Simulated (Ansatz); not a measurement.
**Zn23S24 (cell with a defect): density, localisation and related maps**

Input file:

```
crystal:
  lattice:
    - [3.8440669338, -6.6581192371, -6.3046430411]
    - [-7.6881338677, 1.0e-10, -6.3046430411]
    - [3.8440669339, 6.6581192371, -6.3046430411]
  atoms:
    - { symbol: Zn, position: [0.3332444421, 0.4999111088, 0.1665777755] }
    - { symbol: Zn, position: [0.9999111088, 0.6665777755, 0.3332444421] }
    - { symbol: Zn, position: [0.4999111088, 0.1665777755, 0.3332444421] }
    - { symbol: Zn, position: [0.4999111088, 0.6665777755, 0.8332444421] }
    - { symbol: Zn, position: [0.1665777755, 0.3332444421, 0.4999111088] }
    - { symbol: Zn, position: [0.8332444421, 0.9999111088, 0.1665777755] }
    - { symbol: Zn, position: [0.1665777755, 0.8332444421, 0.9999111088] }
    - { symbol: Zn, position: [0.8332444421, 0.4999111088, 0.6665777755] }
    - { symbol: Zn, position: [0.6665777755, 0.3332444421, 0.9999111088] }
    - { symbol: Zn, position: [0.3332444421, 0.9999111088, 0.6665777755] }
    - { symbol: Zn, position: [0.9999111088, 0.1665777755, 0.8332444421] }
    - { symbol: Zn, position: [0.6665777755, 0.4999111088, 0.3332444421] }
    - { symbol: Zn, position: [0.3332444421, 0.1665777755, 0.9999111088] }
    - { symbol: Zn, position: [0.9999111088, 0.3332444421, 0.1665777755] }
    - { symbol: Zn, position: [0.4999111088, 0.8332444421, 0.1665777755] }
    - { symbol: Zn, position: [0.4999111088, 0.3332444421, 0.6665777755] }
    - { symbol: Zn, position: [0.1665777755, 0.9999111088, 0.3332444421] }
    - { symbol: Zn, position: [0.8332444421, 0.6665777755, 0.9999111088] }
    - { symbol: Zn, position: [0.1665777755, 0.4999111088, 0.8332444421] }
    - { symbol: Zn, position: [0.8332444421, 0.1665777755, 0.4999111088] }
    - { symbol: Zn, position: [0.6665777755, 0.9999111088, 0.8332444421] }
    - { symbol: Zn, position: [0.3332444421, 0.6665777755, 0.4999111088] }
    - { symbol: Zn, position: [0.9999111088, 0.8332444421, 0.6665777755] }
    - { symbol: S, position: [0.5417555579, 0.7084222245, 0.3750888912], spin: 0.5 }
    - { symbol: S, position: [0.2084222245, 0.3750888912, 0.0417555579] }
    - { symbol: S, position: [0.8750888912, 0.5417555579, 0.2084222245] }
    - { symbol: S, position: [0.3750888912, 0.0417555579, 0.2084222245] }
    - { symbol: S, position: [0.3750888912, 0.5417555579, 0.7084222245] }
    - { symbol: S, position: [0.0417555579, 0.2084222245, 0.3750888912] }
    - { symbol: S, position: [0.7084222245, 0.8750888912, 0.0417555579] }
    - { symbol: S, position: [0.0417555579, 0.7084222245, 0.8750888912] }
    - { symbol: S, position: [0.7084222245, 0.3750888912, 0.5417555579] }
    - { symbol: S, position: [0.5417555579, 0.2084222245, 0.8750888912] }
    - { symbol: S, position: [0.2084222245, 0.8750888912, 0.5417555579] }
    - { symbol: S, position: [0.8750888912, 0.0417555579, 0.7084222245] }
    - { symbol: S, position: [0.5417555579, 0.3750888912, 0.2084222245] }
    - { symbol: S, position: [0.2084222245, 0.0417555579, 0.8750888912] }
    - { symbol: S, position: [0.8750888912, 0.2084222245, 0.0417555579] }
    - { symbol: S, position: [0.3750888912, 0.7084222245, 0.0417555579] }
    - { symbol: S, position: [0.3750888912, 0.2084222245, 0.5417555579] }
    - { symbol: S, position: [0.0417555579, 0.8750888912, 0.2084222245] }
    - { symbol: S, position: [0.7084222245, 0.5417555579, 0.8750888912] }
    - { symbol: S, position: [0.0417555579, 0.3750888912, 0.7084222245] }
    - { symbol: S, position: [0.7084222245, 0.0417555579, 0.3750888912], spin: 0.5 }
    - { symbol: S, position: [0.5417555579, 0.8750888912, 0.7084222245], spin: 0.5 }
    - { symbol: S, position: [0.2084222245, 0.5417555579, 0.3750888912] }
    - { symbol: S, position: [0.8750888912, 0.7084222245, 0.5417555579], spin: 0.5 }
  host:
    lattice:
      - [3.8440669338, 0.0, 0.0]
      - [-1.9220334669, 3.3290596186, 0.0]
      - [0.0, 0.0, 6.3046430411]
    atoms:
      - { symbol: Zn, position: [0.3333333333, 0.6666666667, 0.0002666736] }
      - { symbol: Zn, position: [0.6666666667, 0.3333333333, 0.5002666736] }
      - { symbol: S, position: [0.3333333333, 0.6666666667, 0.3747333264] }
      - { symbol: S, position: [0.6666666667, 0.3333333333, 0.8747333264] }
basis:
  ecutwfc: 420
  xc_grid: 2
kpoints:
  mp_grid: { grid: [2, 2, 2], shift: [0.0, 0.0, 0.0] }
hamiltonian:
  xc: pbe
scf:
  occupations: { method: gaussian, width: 0.01 }
output:
  forces: true
  stress: false
  eigenvalues: true
  populations: true
  charged_corrections:
    defect_position: [0.66657778, 0.83324444, 0.49991111]
    epsilon: [[9.0014, 0.0, 0.0], [0.0, 9.0014, 0.0], [0.0, 0.0, 9.607]]
  write_density: true
  write_potential: true
  elf: true
  volumetric_format: npy
magnetization:
  spin_polarized: true
relax:
  adjacent_minimum: "off"
  f_tol: 0.025
  max_steps: 45
```

Run with:

```sh
ansatz run input.yaml --threads 4 --pin off --max-ram 8192MiB --backend cpu --events-out ev --progress --plain --runs-dir out
```

The fields are those of the relaxed geometry.

Spin-polarised.

All numbers below come from DFT PBE, scalar-relativistic, plane waves, PAW (Ansatz 0.2.0).

In a PAW calculation such maps are meaningful between the atoms, not at the nuclei.

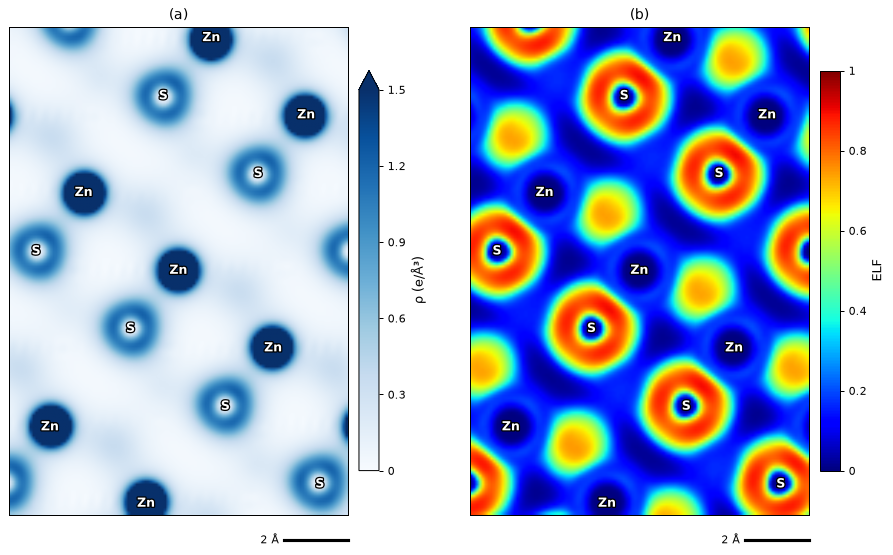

Figure 1. (a) valence electron density; (b) ELF on the (101̄) plane of the calculation cell.

### Interpret the plot.

The plane passes through Zn and S nuclei.
Zn–S (2.36 Å): ρ at the midpoint is about 0.49 e/Å³; the ELF peaks at about 0.90 in the valence shell of S, 0.8 Å from its nucleus, and is about 0.55 at the midpoint.
Between the atoms the lowest density in this plane is 0.02 e/Å³.

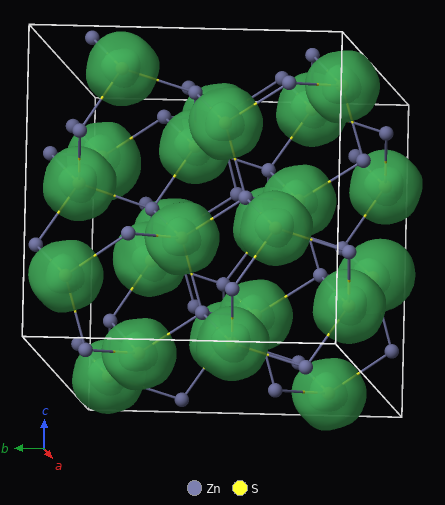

Figure 2. Isosurface of the electron localisation function at 0.75 (green), seen at an oblique angle. Only the valence region is drawn (cores and ρ < 0.01 e/Å³ removed). Sticks mark near contacts.

### Where are the electrons localised?

The ELF exceeds this value in 24 regions wrapped around S (the valence shell of each), counted in one cell of 47 atoms. Any copies at cell faces, edges or corners count once.


Zn–S (2.31 Å): the ELF peaks at about 0.90 in the valence shell of S, 0.8 Å from its nucleus, and is about 0.55 at the midpoint. Zn–S (2.35 Å): the ELF peaks at about 0.90 in the valence shell of S, 0.8 Å from its nucleus, and is about 0.55 at the midpoint.

### Does the calculation give a band gap?

It is metallic or semimetallic at this level of theory: no gap opens.
